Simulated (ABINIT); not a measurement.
## Oneshot calculation of MoS2 (part 2 of 2)

The same run, continued: MoS2 (R3m, 3 atoms in the cell); Kohn-Sham DFT of a periodic cell, LDA, PseudoDojo NC SR LDA v0.4.1 standard (ABINIT 10.8.3); cutoff 952.4 eV, 6×6×6 k-mesh, fixed occupations. The structure derives from an entry of the Crystallography Open Database. The run did not end well.

Geometry of the input (Å; fractional positions):
```
1.5800  0.9122  6.1500
-1.5800  0.9122  6.1500
0.0000  -1.8244  6.1500
Mo 0.0000  0.0000  0.0000
S  0.4170  0.4170  0.4170
S  0.2500  0.2500  0.2500
```

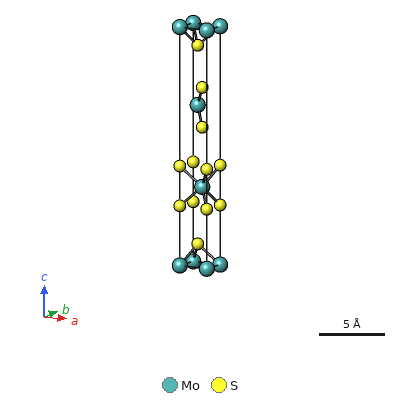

Figure 1. The input geometry (ball-and-stick view of the cell 3 times as large as that of the calculation, set on its symmetry axes, seen slightly off an axis). An atom can appear more than once, as a periodic image.

## The program's output, continued
```
--- !ResultsGS
iteration_state: {dtset: 1, }
comment   : Summary of ground state results
lattice_vectors:
- [  2.9857673,   1.7238335,  11.6218157, ]
- [ -2.9857673,   1.7238335,  11.6218157, ]
- [  0.0000000,  -3.4476671,  11.6218157, ]
lattice_lengths: [  12.12242,   12.12242,   12.12242, ]
lattice_angles: [ 28.517,  28.517,  28.517, ] # degrees, (23, 13, 12)
lattice_volume:   3.5890252E+02
convergence: {deltae:  3.183E-12, res2:  8.117E-14, residm:  7.085E-15, diffor: null, }
etotal    :  -9.25949128E+01
entropy   :   0.00000000E+00
fermie    :   3.10415071E-01
cartesian_stress_tensor: # hartree/bohr^3
- [  1.17771238E-04,   0.00000000E+00,   0.00000000E+00, ]
- [  0.00000000E+00,   1.17771238E-04,   0.00000000E+00, ]
- [  0.00000000E+00,   0.00000000E+00,   3.14949675E-05, ]
pressure_GPa:  -2.6188E+00
xred      :
- [  0.0000E+00,   0.0000E+00,   0.0000E+00, Mo]
- [  4.1700E-01,   4.1700E-01,   4.1700E-01,  S]
- [  2.5000E-01,   2.5000E-01,   2.5000E-01,  S]
cartesian_forces: # hartree/bohr
- [  2.54469167E-19,   6.94670287E-20,   1.62188502E-03, ]
- [ -5.40771386E-21,  -7.44049257E-20,   2.73452493E-04, ]
- [ -2.49061453E-19,   4.93789699E-21,  -1.89533752E-03, ]
force_length_stats: {min:   2.73452493E-04, max:   1.89533752E-03, mean:   1.26355834E-03, }
...

 Integrated electronic density in atomic spheres:
 ------------------------------------------------
 Atom  Sphere_radius  Integrated_density
    1        2.00000         10.53597715
    2        2.00000          3.93554132
    3        2.00000          3.94432577
================================================================================

 ----iterations are completed or convergence reached----

 Mean square residual over all n,k,spin=   22.458E-18; max=  70.846E-16
 reduced coordinates (array xred) for    3 atoms
       0.000000000000      0.000000000000      0.000000000000
       0.417000000000      0.417000000000      0.417000000000
       0.250000000000      0.250000000000      0.250000000000
 rms dE/dt=  1.6838E-02; max dE/dt=  2.2027E-02; dE/dt below (all hartree)
    1      -0.018849242570     -0.018849242570     -0.018849242570
    2      -0.003178008256     -0.003178008256     -0.003178008256
    3       0.022027269466      0.022027269466      0.022027269466

 cartesian coordinates (angstrom) at end:
    1      0.00000000000000     0.00000000000000     0.00000000000000
    2     -0.00000000000000     0.00000000000000     7.69364999447539
    3      0.00000000000000    -0.00000000000000     4.61249999668788

 cartesian forces (hartree/bohr) at end:
    1      0.00000000000000     0.00000000000000     0.00162188502423
    2     -0.00000000000000    -0.00000000000000     0.00027345249320
    3     -0.00000000000000     0.00000000000000    -0.00189533751743
 frms,max,avg= 8.3650009E-04 1.8953375E-03   0.000E+00  0.000E+00 -5.346E-10 h/b

 cartesian forces (eV/Angstrom) at end:
    1      0.00000000000000     0.00000000000000     0.08340068121148
    2     -0.00000000000000    -0.00000000000000     0.01406149256630
    3     -0.00000000000000     0.00000000000000    -0.09746217377778
 frms,max,avg= 4.3014564E-02 9.7462174E-02   0.000E+00  0.000E+00 -2.749E-08 e/A
 length scales= 12.122417568000 12.122417568000 12.122417568000 bohr
              =  6.414907113684  6.414907113684  6.414907113684 angstroms
 Fermi (or HOMO) energy (hartree) =   0.31042   Average Vxc (hartree)=  -0.41455
 Eigenvalues (hartree) for nkpt=  32  k points:
 kpt#   1, nband= 13, wtk=  0.00463, kpt=  0.0000  0.0000  0.0000 (reduced coord)
  -1.94794   -1.00097   -0.99187   -0.99187   -0.24449   -0.18027    0.05080    0.18175
   0.18175    0.22369    0.22369    0.26380    0.26577
 prteigrs : prtvol=0 or 1, do not print more k-points.

--- !EnergyTerms
iteration_state     : {dtset: 1, }
comment             : Components of total free energy in Hartree
kinetic             :  3.00360932041253E+01
hartree             :  2.75211105441328E+01
xc                  : -1.66426404733628E+01
Ewald energy        : -5.94751985008541E+01
psp_core            :  2.40264286222971E+00
local_psp           : -8.81076646578061E+01
non_local_psp       :  1.16707442648352E+01
total_energy        : -9.25949127567001E+01
total_energy_eV     : -2.51963593543548E+03
band_energy         : -8.17295469102601E+00
...

 Cartesian components of stress tensor (hartree/bohr^3)
  sigma(1 1)=  1.17771238E-04  sigma(3 2)=  0.00000000E+00
  sigma(2 2)=  1.17771238E-04  sigma(3 1)=  0.00000000E+00
  sigma(3 3)=  3.14949675E-05  sigma(2 1)=  0.00000000E+00

-Cartesian components of stress tensor (GPa)         [Pressure= -2.6188E+00 GPa]
- sigma(1 1)=  3.46494944E+00  sigma(3 2)=  0.00000000E+00
- sigma(2 2)=  3.46494946E+00  sigma(3 1)=  0.00000000E+00
- sigma(3 3)=  9.26613936E-01  sigma(2 1)=  0.00000000E+00

================================================================================
== DATASET  2 ==================================================================

--- !DatasetInfo
iteration_state: {dtset: 2, }
dimensions: {natom: 3, nkpt: 32, mband: 25, nsppol: 1, nspinor: 1, nspden: 1, mpw: 3566, }
cutoff_energies: {ecut:  35.0, pawecutdg:  -1.0, }
electrons: {nelect:   2.60000000E+01, charge:   0.00000000E+00, occopt:   1.00000000E+00, tsmear:   1.00000000E-02, }
meta: {optdriver: 0, ionmov: 0, optcell: 0, iscf: -2, paral_kgb: 0, }
...

 mkfilename : getden/=0, take file _DEN from output of DATASET   1.

 Exchange-correlation functional for the present dataset will be:
  LDA: Perdew-Wang 92 LSD fit to Ceperley-Alder data - ixc=7
  J.P.Perdew and Y.Wang, PRB 45, 13244 (1992)

 Real(R)+Recip(G) space primitive vectors, cartesian coordinates (Bohr,Bohr^-1):
 R(1)=  2.9857673  1.7238335 11.6218157  G(1)=  0.1674611  0.0966837  0.0286817
 R(2)= -2.9857673  1.7238335 11.6218157  G(2)= -0.1674611  0.0966837  0.0286817
 R(3)=  0.0000000 -3.4476671 11.6218157  G(3)=  0.0000000 -0.1933675  0.0286817
 Unit cell volume ucvol=  3.5890252E+02 bohr^3
 Angles (23,13,12)=  2.85174998E+01  2.85174998E+01  2.85174998E+01 degrees

 getcut: wavevector=  0.0000  0.0000  0.0000  ngfft=  72  72  72
         ecut(hartree)=     35.000   => boxcut(ratio)=   2.23090

 getcut : COMMENT -
  Note that boxcut > 2.2 ; recall that boxcut=Gcut(box)/Gcut(sphere) = 2
  is sufficient for exact treatment of convolution.
  Such a large boxcut is a waste : you could raise ecut
  e.g. ecut=   43.547902 Hartrees makes boxcut=2

--------------------------------------------------------------------------------

================================================================================
 Non-SCF case, kpt    1 (  0.00000  0.00000  0.00000), residuals and eigenvalues=
  4.50E-13  9.71E-13  8.94E-13  1.35E-13  8.86E-13  3.43E-13  5.82E-13  2.15E-13
  6.13E-13  6.25E-13  9.07E-13  4.70E-13  4.73E-13  2.27E-13  8.73E-13  3.35E-13
  3.82E-13  2.86E-13  8.82E-13  9.91E-13  8.52E-13  1.53E-11  5.64E-10  1.34E-08
  8.73E-08
 -1.9479E+00 -1.0010E+00 -9.9187E-01 -9.9187E-01 -2.4449E-01 -1.8027E-01
  5.0801E-02  1.8175E-01  1.8175E-01  2.2369E-01  2.2369E-01  2.6380E-01
  2.6577E-01  3.8386E-01  3.8386E-01  3.9985E-01  3.9985E-01  5.0754E-01
  6.0243E-01  6.1417E-01  6.7879E-01  6.7879E-01  7.4445E-01  7.4445E-01
  7.8186E-01
 prteigrs : prtvol=0 or 1, do not print more k-points.

--- !ResultsGS
iteration_state: {dtset: 2, }
comment   : Summary of ground state results
lattice_vectors:
- [  2.9857673,   1.7238335,  11.6218157, ]
- [ -2.9857673,   1.7238335,  11.6218157, ]
- [  0.0000000,  -3.4476671,  11.6218157, ]
lattice_lengths: [  12.12242,   12.12242,   12.12242, ]
lattice_angles: [ 28.517,  28.517,  28.517, ] # degrees, (23, 13, 12)
lattice_volume:   3.5890252E+02
convergence: {deltae:  0.000E+00, res2:  0.000E+00, residm:  9.979E-13, diffor:  0.000E+00, }
etotal    :  -9.25949128E+01
entropy   :   0.00000000E+00
fermie    :   3.10415071E-01
cartesian_stress_tensor: null
pressure_GPa: null
xred      :
- [  0.0000E+00,   0.0000E+00,   0.0000E+00, Mo]
- [  4.1700E-01,   4.1700E-01,   4.1700E-01,  S]
- [  2.5000E-01,   2.5000E-01,   2.5000E-01,  S]
cartesian_forces: null
force_length_stats: {min: null, max: null, mean: null, }
...

 Integrated electronic density in atomic spheres:
 ------------------------------------------------
 Atom  Sphere_radius  Integrated_density
    1        2.00000         10.53597715
    2        2.00000          3.93554132
    3        2.00000          3.94432577
================================================================================

 ----iterations are completed or convergence reached----

 Mean square residual over all n,k,spin=   53.867E-14; max=  99.794E-14
 reduced coordinates (array xred) for    3 atoms
       0.000000000000      0.000000000000      0.000000000000
       0.417000000000      0.417000000000      0.417000000000
       0.250000000000      0.250000000000      0.250000000000

 cartesian coordinates (angstrom) at end:
    1      0.00000000000000     0.00000000000000     0.00000000000000
    2     -0.00000000000000     0.00000000000000     7.69364999447539
    3      0.00000000000000    -0.00000000000000     4.61249999668788
 length scales= 12.122417568000 12.122417568000 12.122417568000 bohr
              =  6.414907113684  6.414907113684  6.414907113684 angstroms
 Eigenvalues (hartree) for nkpt=  32  k points:
 kpt#   1, nband= 25, wtk=  0.00463, kpt=  0.0000  0.0000  0.0000 (reduced coord)
  -1.94794   -1.00097   -0.99187   -0.99187   -0.24449   -0.18027    0.05080    0.18175
   0.18175    0.22369    0.22369    0.26380    0.26577    0.38386    0.38386    0.39985
   0.39985    0.50754    0.60243    0.61417    0.67879    0.67879    0.74445    0.74445
   0.78186
 prteigrs : prtvol=0 or 1, do not print more k-points.

================================================================================
== DATASET  3 ==================================================================

--- !DatasetInfo
iteration_state: {dtset: 3, }
dimensions: {natom: 3, nkpt: 32, mband: 21, nsppol: 1, nspinor: 1, nspden: 1, mpw: 3566, }
cutoff_energies: {ecut:  35.0, pawecutdg:  -1.0, }
electrons: {nelect:   2.60000000E+01, charge:   0.00000000E+00, occopt:   1.00000000E+00, tsmear:   1.00000000E-02, }
meta: {optdriver: 4, gwcalctyp: 15, }
...

 mkfilename : getwfk/=0, take file _WFK from output of DATASET   2.

 mkfilename : getden/=0, take file _DEN from output of DATASET   1.

 Exchange-correlation functional for the present dataset will be:
  LDA: Perdew-Wang 92 LSD fit to Ceperley-Alder data - ixc=7
  J.P.Perdew and Y.Wang, PRB 45, 13244 (1992)

 SIGMA: Calculation of the GW corrections

 Based on a program developped by R.W. Godby, V. Olevano, G. Onida, and L. Reining.
 Incorporated in ABINIT by V. Olevano, G.-M. Rignanese, and M. Torrent.

 Real(R)+Recip(G) space primitive vectors, cartesian coordinates (Bohr,Bohr^-1):
 R(1)=  2.9857673  1.7238335 11.6218157  G(1)=  0.1674611  0.0966837  0.0286817
 R(2)= -2.9857673  1.7238335 11.6218157  G(2)= -0.1674611  0.0966837  0.0286817
 R(3)=  0.0000000 -3.4476671 11.6218157  G(3)=  0.0000000 -0.1933675  0.0286817
 Unit cell volume ucvol=  3.5890252E+02 bohr^3
 Angles (23,13,12)=  2.85174998E+01  2.85174998E+01  2.85174998E+01 degrees

--- Pseudopotential description ------------------------------------------------
- pspini: atom type   1  psp file is ./Mo.upf
  42.00000  14.00000  180309                  znucl, zion, pspdat
12 -1012 2 -1 1602                            pspcod,pspxc,lmax,lloc,mmax
     nproj     2     2     2

- pspini: atom type   2  psp file is ./S.upf
  16.00000   6.00000  180309                  znucl, zion, pspdat
12 -1012 2 -1 1132                            pspcod,pspxc,lmax,lloc,mmax
     nproj     2     2     2

--------------------------------------------------------------------------------

 ==== K-mesh for the wavefunctions ====
 Number of points in the irreducible wedge :    32
 Reduced coordinates and weights :

     1)     0.00000000E+00  0.00000000E+00  0.00000000E+00       0.00463
     2)     1.66666667E-01  0.00000000E+00  0.00000000E+00       0.02778
     3)     3.33333333E-01  0.00000000E+00  0.00000000E+00       0.02778
     4)     5.00000000E-01  0.00000000E+00  0.00000000E+00       0.01389
   [... 28 further points ...]

 Together with  6 symmetry operations and time-reversal symmetry
 yields   216 points in the full Brillouin Zone.

 ==== Q-mesh for screening function ====
 Number of points in the irreducible wedge :    32
 Reduced coordinates and weights :

     1)     0.00000000E+00  0.00000000E+00  0.00000000E+00       0.00463
     2)     1.66666667E-01  0.00000000E+00  0.00000000E+00       0.02778
     3)     3.33333333E-01  0.00000000E+00  0.00000000E+00       0.02778
     4)     5.00000000E-01  0.00000000E+00  0.00000000E+00       0.01389
   [... 28 further points ...]

 Together with  6 symmetry operations and time-reversal symmetry
 yields   216 points in the full Brillouin Zone.

 vcoul_init : cutoff-mode = AUXILIARY_FUNCTION
 q-points for optical limit:   1
     1)      0.000010    0.000020    0.000030
 Number of electrons calculated from density =   26.0000; Expected =   26.0000
 average of density, n =  0.072443
 r_s =    1.4881
 omega_plasma =   25.9629 [eV]

 rdqps: reading QP wavefunctions of the previous step
        looking for file runi_DS3_QPS
 file not found, 1st iteration initialized with KS eigenelements

 Number of electrons calculated from density =   26.0000; Expected =   26.0000
 average of density, n =  0.072443
 r_s =    1.4881
 omega_plasma =   25.9629 [eV]

--------------------------------------------------------------------------------

 QP results after the unitary transformation in the KS subspace:

  Number of electrons    =   26.0000

  QP Band energy    [Ha] = -8.17295468763943E+00
  QP Hartree energy [Ha] =  2.75211105607653E+01

--------------------------------------------------------------------------------

 === KS Band Gaps ===
  >>>> For spin  1
   Minimum direct gap =   1.7067 [eV], located at k-point      :  -0.1667  0.5000  0.1667
   Fundamental gap    =   0.8702 [eV], Top of valence bands at :   0.5000  0.5000  0.5000
                                       Bottom of conduction at :  -0.1667  0.1667  0.0000
 SIGMA fundamental parameters:
 Hartree-Fock
 number of plane-waves for SigmaX                 3493
 number of plane-waves for SigmaC and W              1
 number of plane-waves for wavefunctions          3493
 number of bands                                    21
 number of independent spin polarizations            1
 number of spinorial components                      1
 number of k-points in IBZ                          32
 number of q-points in IBZ                          32
 number of symmetry operations                       6
 number of k-points in BZ                          216
```

## What the run reported

| quantity | value |
| --- | --- |
| outcome | stopped at the time limit |
| space group (tolerance 0.01 Å) | R3m (160) |
| electrons treated | 26 |
| gap on the k-point mesh | 0.87 eV |
| wall time | 28 min |
| peak memory | 0.32 GiB |

## Diagnosis

The run was cut off by its time limit, so the output is incomplete. Further notes kept with the run: Slow version without MPI-IO support. Processors send data to master.
